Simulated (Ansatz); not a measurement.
**Cs2Cl: density, localisation and related maps**

The calculation's input:

```
crystal:
  lattice:
    - [3.1052654512, 1.7928258441, 5.0876622897]
    - [-3.1052654512, 1.7928258441, 5.0876622897]
    - [0.0, -3.5856516883, 5.0876622897]
  atoms:
    - { symbol: Cs, position: [0.2500924215, 0.2500924215, 0.2500924215] }
    - { symbol: Cs, position: [0.7499075785, 0.7499075785, 0.7499075785] }
    - { symbol: Cl, position: [0.0, 0.0, 0.0] }
basis:
  ecutwfc: 420
kpoints:
  mp_grid: { grid: [9, 9, 9] }
  band_path:
    path:
      - [[0.0, 0.0, 0.0], [0.5, 0.5, 0.5], [0.75054895, 0.24945105, 0.5]]
      - [[0.5, -0.24945105, 0.24945105], [0.5, 0.0, 0.0], [0.0, 0.0, 0.0], [0.37472552, -0.37472552, 0.0]]
      - [[0.62527448, 0.0, 0.37472552], [0.5, 0.0, 0.5], [0.0, 0.0, 0.0]]
    npoints: 14
hamiltonian:
  xc: pbe
scf:
  occupations: { method: gaussian, width: 0.1 }
  n_extra_bands: 7
output:
  forces: true
  stress: true
  eigenvalues: true
  populations: true
  dos: { projected: true, de: 0.02, nscf_kmesh: { grid: [11, 11, 11] } }
  bader: true
  write_density: true
  write_potential: true
  elf: true
  volumetric_format: npy
```

Launched as:

```sh
ansatz run input.yaml --threads 1 --pin off --max-ram 2048MiB --backend cpu --events-out ev --progress --plain --runs-dir out
```

Below, planes, directions and counts refer to the conventional cell (a = 6.21 Å, b = 6.21 Å, c = 15.26 Å, α = 90.00°, β = 90.00°, γ = 120.00°).

Space group R-3m; a structure generated by program, which may or may not match a known phase; computed without spin polarisation.

The calculation used DFT PBE, scalar-relativistic, plane waves, PAW in Ansatz 0.2.0.

In a PAW calculation such maps are meaningful between the atoms, not at the nuclei.

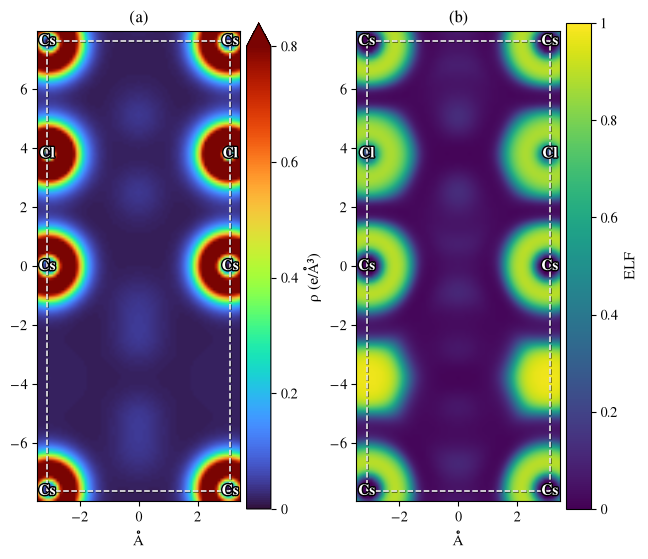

Figure 1. (a) valence electron density; (b) electron localisation function on the (010) plane of the conventional cell.

Q: Read the bonding off the picture.

A: The section cuts through Cs and Cl sites. Cs–Cl (3.82 Å): the density is about 0.04 e/Å³ at the midpoint; the ELF is about 0.05 at the midpoint: no localised pair shows between them. Between the atoms the lowest density in this plane is 0.01 e/Å³. The features right at Cs lie inside the PAW spheres, where the map follows smoothed inner orbitals and isn't to be read closely.

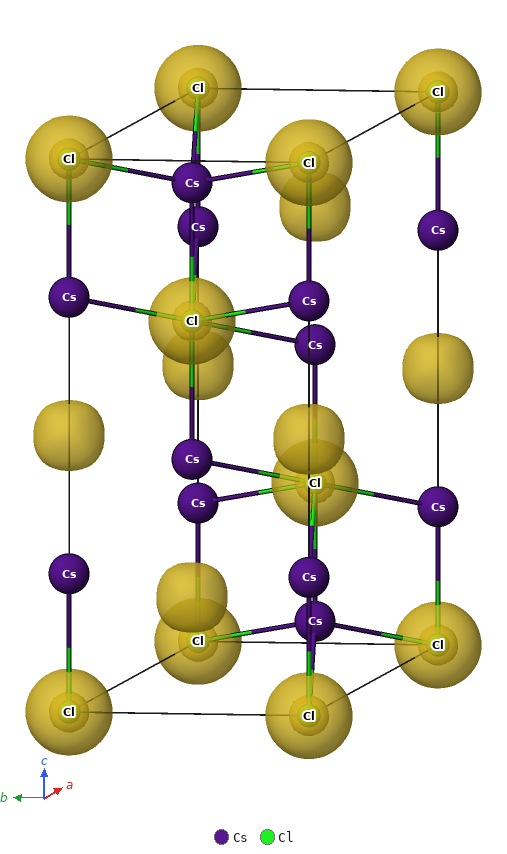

Figure 2. Isosurface of the electron localisation function at 0.8 (yellow), seen at an oblique angle. Only the valence region is drawn (cores and ρ < 0.01 e/Å³ removed). Sticks mark near contacts.

Q: Describe the localisation domains.

A: The surface consists of three regions wrapped around Cl (the valence shell of each) and three pockets between the atoms, centred on no nucleus (multi-centre or interstitial), counted in one cell of 9 atoms. Any copies at cell faces, edges or corners count once. Along the contacts the grid gives the following. Cs–Cl (3.80 Å): the ELF is about 0.05 at the midpoint: no localised pair shows between them.

Q: Does the calculation give a band gap?

A: It is gapless in this calculation (a metal or semimetal).
